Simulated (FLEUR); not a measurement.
# Magnetic state of free-standing square V monolayer, spacing 3.002 A from several starts

Aim: find out whether free-standing square V monolayer, spacing 3.002 A carries moments, and which collinear order costs least.

Main program and level: FLEUR MaX-R8.1; PBEsol; all-electron FLAPW film, Dirac cores, scalar-relativistic bands.

### Step 1. The structure

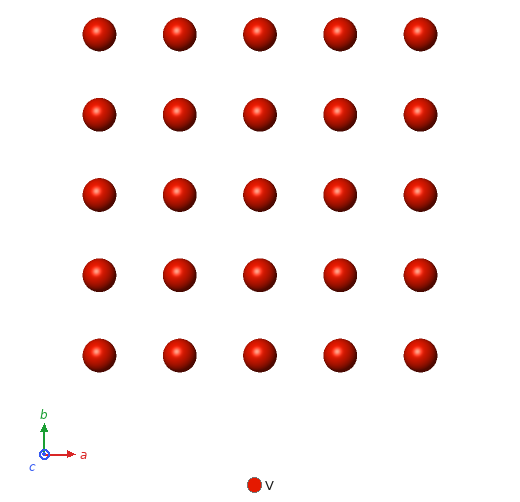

The starting structure, seen from above (vanadium red). 4×4×1 cells are drawn. Some periodic images of atoms are drawn too.

The cell holds 1 atom: 1 V. Its edges and angles: a = 3.002 Å, b = 3.002 Å, c = 14.000 Å, α = 90.0°, β = 90.0°, γ = 90.0°. Model lattice. Vacuum lies along c.

### Step 2. Start 1: ferro +

The parallel start comes first: it shows whether parallel moments hold.

inpgen writes inp.xml from crystal.txt; cutoffs, mixing, functional, smearing and local orbitals are then set in the file. The k list default-1 (kpts.xml, not shown) is a Γ-centred 10×10×1 mesh; where the ranks do not divide the number of points, some are split in two of half the weight.

inp.xml reads:

```
<?xml version="1.0" encoding="UTF-8" standalone="no"?>
<fleurInput fleurInputVersion="0.39">
   <comment>
      V
   </comment>
   <calculationSetup>
      <cutoffs Kmax="3.6" Gmax="10.8" GmaxXC="10.8" numbands="0"/>
      <scfLoop itmax="120" minDistance="0.00002" maxIterBroyd="15" imix="Anderson" alpha="0.03" precondParam="0.0" spinf="2.0" sdNocoIR="T"/>
      <coreElectrons ctail="T" frcor="F" kcrel="0" coretail_lmax="0"/>
      <xcFunctional name="PBEs" relativisticCorrections="F"/>
      <magnetism jspins="2"/>
      <soc l_soc="F" theta="0.0" phi="0.0" spav="F"/>
      <expertModes spex="0" secvar="F"/>
      <geometryOptimization l_f="F" forcealpha="1.0" forcemix="BFGS" epsdisp="0.00001" epsforce="0.00001"/>
      <ldaU l_linMix="F" mixParam="0.05" spinf="1.0"/>
   </calculationSetup>
   <cell>
      <bzIntegration valenceElectrons="13.0" mode="hist" fermiSmearingEnergy="0.00293995">
         <kPointListSelection listName="default-1"/>
         <xi:include xmlns:xi="http://www.w3.org/2001/XInclude" href="kpts.xml"> </xi:include>
      </bzIntegration>
      <xi:include xmlns:xi="http://www.w3.org/2001/XInclude" href="sym.xml"> </xi:include>
      <filmLattice scale="1.0" dVac="6.18" dTilda="8.68">
         <bravaisMatrixFilm>
            <row-1>    5.6729578260491991     0.0000000000000000</row-1>
            <row-2>    0.0000000000000000     5.6729578260491991</row-2>
         </bravaisMatrixFilm>
         <vacuumEnergyParameters vacuum="1" spinUp="-.25" spinDown="-.25"/>
      </filmLattice>
   </cell>
   <atomSpecies>
      <species name="Vanadium (1.500" element="V" atomicNumber="23">
         <mtSphere radius="2.69" gridPoints="889" logIncrement="0.014"/>
         <atomicCutoffs lmax="10" lnonsphr="8"/>
         <electronConfig flipSpins="F">
            <coreConfig>(1s1/2) (2s1/2) (2p1/2) (2p3/2)</coreConfig>
            <valenceConfig>(3s1/2) (3p1/2) (3p3/2) (4s1/2) (3d3/2) (3d5/2)</valenceConfig>
            <stateOccupation state="(3d3/2)" spinUp="0.6" spinDown="0.6"/>
            <stateOccupation state="(3d5/2)" spinUp="1.65" spinDown="0.15"/>
         </electronConfig>
         <energyParameters s="4" p="4" d="3" f="4"/>
         <lo type="SCLO" l="0" n="3" eDeriv="0"/>
         <lo type="SCLO" l="1" n="3" eDeriv="0"/>
      </species>
   </atomSpecies>
   <atomGroups>
      <atomGroup species="Vanadium (1.500">
         <filmPos label="                   1">.0000000000 .0000000000 .0000000000</filmPos>
         <force calculate="T" relaxXYZ="TTT"/>
      </atomGroup>
   </atomGroups>
   <output dos="F" band="F" slice="F">
      <bandDOS minEnergy="-.5*Htr" maxEnergy="0.5*Htr" sigma="0.015" storeEVData="T"/>
      <plotting iplot="0" polar="F">
         <plot TwoD="T" vec1="  1.0  0.0  0.0" vec2="  0.0  1.0  0.0" vec3="  0.0  0.0  1.0" zero="  0.0  0.0 -0.5" file="plot"/>
      </plotting>
      <moessbauerParams electricFieldGradient="F" isomerShift="F" coreHyperfine="F" valenceHyperfine="F"/>
   </output>
</fleurInput>
```

crystal.txt reads:

```
V
&input film=T cartesian=F /
3.00200000000  0.00000000000  0.00000000000
0.00000000000  3.00200000000  0.00000000000
0.00000000000  0.00000000000  1.00000000000
1.8897261246
1.0 1.0 1.0

1
23 0.00000000000  0.00000000000  0.00000000000 : 1.500

&kpt div1=10 div2=10 div3=1 gamma=T /
```

Run with:

```console
$ OMP_NUM_THREADS=1 inpgen -f crystal.txt > inpgen.log  # inp.xml is then edited as shown
$ OMP_NUM_THREADS=1 mpirun -n 2 fleur_MPI > fleur.log
```

The program printed:

```text
Welcome to FLEUR        (www.flapw.de)
      MaX-Release 8.1          (www.max-centre.eu)

 ========== k-point set info ==========
 Selected k-point list: default-1
 k-point list type: mesh
 0 x 0 x 0
 Number of k points: 22

 ------------Calculation Setup---------------------------
 Number of MPI-tasks      :            2
 Number of PE/node        :            2
 Number of OMP-threads    :            1
 k-points in parallel     :            2
 pe's per k-point         :            1
 No of k-point loops      :           11
 Eigenvalue solver        :       lapack
 Number of basis functions:          238
 Approximate size of matrices (H+S) per k-point:         0.001 GB
 --------------------------------------------------------
 Iteration:     1   Distance:      11.36216298 me/bohr^3
 Iteration:     2   Distance:      11.23962724 me/bohr^3
 Iteration:     3   Distance:      10.78052407 me/bohr^3
 Iteration:     4   Distance:      10.89153807 me/bohr^3
 Iteration:     5   Distance:      10.29845029 me/bohr^3
 Iteration:     6   Distance:      14.10348979 me/bohr^3
 Iteration:     7   Distance:       3.69059941 me/bohr^3
 Iteration:     8   Distance:       3.62532682 me/bohr^3
 Iteration:     9   Distance:       3.70954992 me/bohr^3
 Iteration:    10   Distance:       3.77684322 me/bohr^3
 Iteration:    11   Distance:       3.91578995 me/bohr^3
 Iteration:    12   Distance:       0.75109509 me/bohr^3
 Iteration:    13   Distance:       0.55519291 me/bohr^3
 Iteration:    14   Distance:       0.27626598 me/bohr^3
 Iteration:    15   Distance:       0.26423598 me/bohr^3
 Iteration:    16   Distance:       0.25031603 me/bohr^3
 Iteration:    17   Distance:       0.17815899 me/bohr^3
 Iteration:    18   Distance:       0.09272359 me/bohr^3
 Iteration:    19   Distance:       0.09686851 me/bohr^3
 Iteration:    20   Distance:       0.06329040 me/bohr^3
 Iteration:    21   Distance:       0.07996902 me/bohr^3
 Iteration:    22   Distance:       0.02432398 me/bohr^3
 Iteration:    23   Distance:       0.03165233 me/bohr^3
 Iteration:    24   Distance:       0.00504307 me/bohr^3
 Iteration:    25   Distance:       0.00399146 me/bohr^3
 Iteration:    26   Distance:       0.00084244 me/bohr^3
 Iteration:    27   Distance:       0.00067666 me/bohr^3
 Iteration:    28   Distance:       0.00038671 me/bohr^3
 Iteration:    29   Distance:       0.00002030 me/bohr^3
 Iteration:    30   Distance:       0.00001913 me/bohr^3

 ********************************************************************
 Run finished successfully
 Stop message:
   all done
 ********************************************************************

--- out.xml (last complete iteration) ---
<iteration numberForCurrentRun="   30" overallNumber="   30">
         <energyParameters units="Htr">
            <atomicEP atomType="1" spin="1" branch="4s" branchLowest="-2.53" branchHighest="0.91" value="-0.2179580529"/>
            <atomicEP atomType="1" spin="1" branch="4p" branchLowest="-1.57" branchHighest="1.36" value="-0.0904133089"/>
            <atomicEP atomType="1" spin="1" branch="3d" branchLowest="-9.99" branchHighest="-0.06" value="-0.1756004897"/>
            <atomicEP atomType="1" spin="1" branch="4f" branchLowest="-9.99" branchHighest="2.11" value="0.2118792360"/>
            <loAtomicEP atomType="1" spin="1" branch="3s" branchLowest="-22.04" branchHighest="-2.53" value="-2.5383790123"/>
            <loAtomicEP atomType="1" spin="1" branch="3p" branchLowest="-18.40" branchHighest="-1.57" value="-1.5822009205"/>
            <vacuumEP vacuum="1" spin="1" vzIR="-0.2357612314" vzInf="0.0000000000" value="-0.2500000000"/>
            <atomicEP atomType="1" spin="2" branch="4s" branchLowest="-2.44" branchHighest="1.01" value="-0.1484979149"/>
            <atomicEP atomType="1" spin="2" branch="4p" branchLowest="-1.47" branchHighest="1.46" value="-0.0237879395"/>
            <atomicEP atomType="1" spin="2" branch="3d" branchLowest="-9.99" branchHighest="0.04" value="-0.0846069264"/>
            <atomicEP atomType="1" spin="2" branch="4f" branchLowest="-9.99" branchHighest="2.20" value="0.2760442850"/>
            <loAtomicEP atomType="1" spin="2" branch="3s" branchLowest="-22.01" branchHighest="-2.44" value="-2.4412556388"/>
            <loAtomicEP atomType="1" spin="2" branch="3p" branchLowest="-18.37" branchHighest="-1.47" value="-1.4854255455"/>
            <vacuumEP vacuum="1" spin="2" vzIR="-0.1888133615" vzInf="0.0000000000" value="-0.2500000000"/>
         </energyParameters>
         <bandgap value="0.0238485646" units="eV"/>
         <sumValenceSingleParticleEnergies value="-15.1549465022" units="Htr"/>
         <FermiEnergy value="-0.1571125463" units="Htr"/>
         <valenceDensity>
            <mtCharges spin="1">
               <mtCharge atomType="1" total="7.3167128" s="1.2231923" p="3.1063121" d="2.9809084" f="0.0047998"/>
            </mtCharges>
            <mtCharges spin="2">
               <mtCharge atomType="1" total="4.3637552" s="1.1602895" p="3.0350923" d="0.1674773" f="0.0007008"/>
            </mtCharges>
            <spinDependentCharge spin="1" total="8.2563507" interstitial="0.7820618" mtSpheres="7.3167128" vacuum1="0.0787881"/>
            <spinDependentCharge spin="2" total="4.7436494" interstitial="0.3387345" mtSpheres="4.3637552" vacuum1="0.0205798"/>
            <totalCharge value="13.0000000962"/>
         </valenceDensity>
         <coreStates atomType="     1" atomicNumber=" 23" spin="1" kinEnergy="    437.1300942635" eigValSum="   -274.0474800917" lostElectrons=" 0.000000">
            <state n="1" l="0" j="0.5" energy="-196.8046579719" weight="1.0000000000"/>
            <state n="2" l="0" j="0.5" energy="-22.0439805669" weight="1.0000000000"/>
            <state n="2" l="1" j="0.5" energy="-18.5730846147" weight="1.0000000000"/>
            <state n="2" l="1" j="1.5" energy="-18.3128784691" weight="2.0000000000"/>
         </coreStates>
         <coreStates atomType="     1" atomicNumber=" 23" spin="2" kinEnergy="    437.5154667925" eigValSum="   -273.9340366754" lostElectrons=" 0.000000">
            <state n="1" l="0" j="0.5" energy="-196.8047447526" weight="1.0000000000"/>
            <state n="2" l="0" j="0.5" energy="-22.0097555570" weight="1.0000000000"/>
            <state n="2" l="1" j="0.5" energy="-18.5470650901" weight="1.0000000000"/>
            <state n="2" l="1" j="1.5" energy="-18.2862356379" weight="2.0000000000"/>
         </coreStates>
         <allElectronCharges>
            <spinDependentCharge spin="1" total="13.2563507" interstitial="0.7820618" mtSpheres="12.3167128" vacuum1="0.0787881"/>
            <spinDependentCharge spin="2" total="9.7436494" interstitial="0.3387345" mtSpheres="9.3637552" vacuum1="0.0205798"/>
            <totalCharge value="23.0000000963"/>
         </allElectronCharges>
         <magneticMomentsInMTSpheres units="muBohr">
            <globalMagMoment atomType="1" vec="0.00000   0.00000   2.95296"/>
            <localMagMoment atomType="1" vec="0.00000   0.00000   2.95296"/>
         </magneticMomentsInMTSpheres>
         <moessbauerParams unitsHFF="kG" unitsIS="e/bohr^3" unitsEFG="Htr/bohr^2">
         </moessbauerParams>
         <totalEnergy value="     -948.1930062408" units="Htr">
            <sumOfEigenvalues value="     -563.1364632693">
               <coreElectrons value="-547.9815167670"/>
               <valenceElectrons value="-15.1549465022"/>
            </sumOfEigenvalues>
            <densityCoulombPotentialIntegral value="-1463.0863238100"/>
            <densityEffectivePotentialIntegral value="-1521.0896193281"/>
            <chargeDenXCDenIntegral value="-44.3302875856"/>
            <FockExchangeEnergyValence value="0.0000000000"/>
            <FockExchangeEnergyCore value="0.0000000000"/>
            <atomTypeDependentContributions atomType="1">
               <electronNucleiInteractionDifferentMTs value="1126.2409231107"/>
               <MadelungTerm value="-4.0317896984"/>
            </atomTypeDependentContributions>
            <tkbTimesEntropy value="0.0022112992"/>
            <freeEnergy value="-948.1952175400"/>
            <extrapolationTo0K value="-948.1941118904"/>
         </totalEnergy>
         <densityConvergence units="me/bohr^3">
            <chargeDensity spin="1" distance="0.0000161839"/>
            <chargeDensity spin="2" distance="0.0000101946"/>
            <overallChargeDensity distance="0.0000191213"/>
            <spinDensity distance="0.0000191331"/>
         </densityConvergence>
      </iteration>
```

The job ended after 2.2 min (2 MPI ranks of Intel Xeon at 2.10GHz (Emerald Rapids), shared host; peak memory 0.16 GiB).

Spin moment in the muffin-tin sphere by atom:

```
atom  spin moment in the muffin-tin sphere (μB)
  V1                                       2.95
```

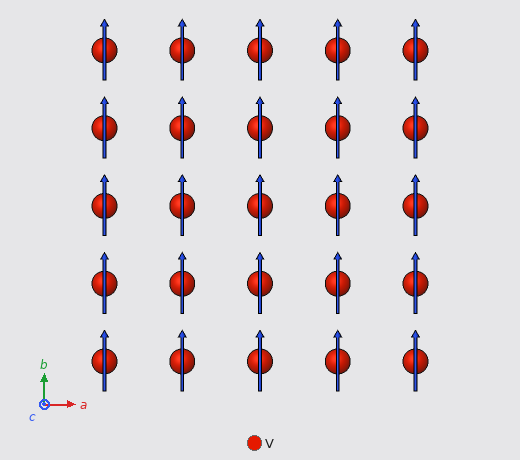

Spin moment in the muffin-tin sphere as arrows, the longest 2.95 μB. Up and down stand for the sign. Arrows give size and sign along the axis of quantisation, drawn up and down the page. 4×4×1 cells are drawn. Some periodic images of atoms are drawn too.

Read from the output:

```
free energy                                                       : -25801.7063 eV
program's band gap on this mesh (in a metal only a level spacing) : 0.02385 eV
magnetization                                                     : 3.513 μB
final state                                                       : ferromagnetic
```

After 30 cycles the largest moment stands at 2.95 μB.

(Part 1 of 3 ends here.)

[Logs and program files are shortened in this print: banners, set-up blocks, solver, clock and traceback lines can be left out without a mark of their own.]

[Logs are printed without paths, hosts, clocks, repeated set-up lines and the standing remarks that a program may print on its own settings, such as how far it seeks lower states.]

[Hosts, paths, dates, database ids (printed as entryN), source tags and the programs' standing remarks are cut or masked in the printed files.]

[Where a cell is said to come from a database of computed structures, the database is the Materials Project.]
